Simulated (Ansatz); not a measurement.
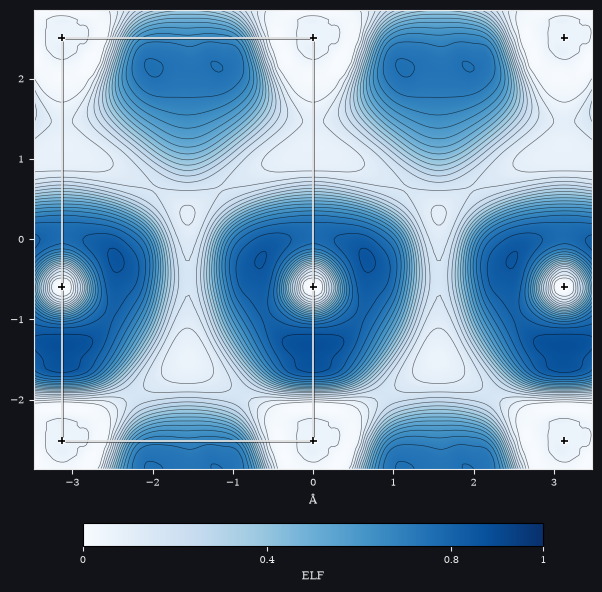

The ELF on a plane through atoms (crosses mark nuclei in the plane).

These are results of DFT PBE, scalar-relativistic, plane waves, PAW (Ansatz), not measurements.

Candidates:
A. AlN, a = 3.13 Å, b = 3.13 Å, c = 5.02 Å, α = 90.00°, β = 90.00°, γ = 120.00°. Space group P6₃mc.
B. Al, a = 5.91 Å, b = 9.39 Å, c = 2.81 Å, α = 49.57°, β = 119.04°, γ = 105.35°. Space group P-1; changed on purpose from its base cell (band edges of the strained film's bulk); computed pressure about −3 GPa in this cell.

Question: Which candidate gave the map?

Answer: Candidate A: AlN on the (010) plane of the conventional cell, which holds Al and N. Al–N (1.91 Å): the ELF peaks at about 0.90 in the valence shell of N, 0.7 Å from its nucleus, and is about 0.85 at the midpoint.
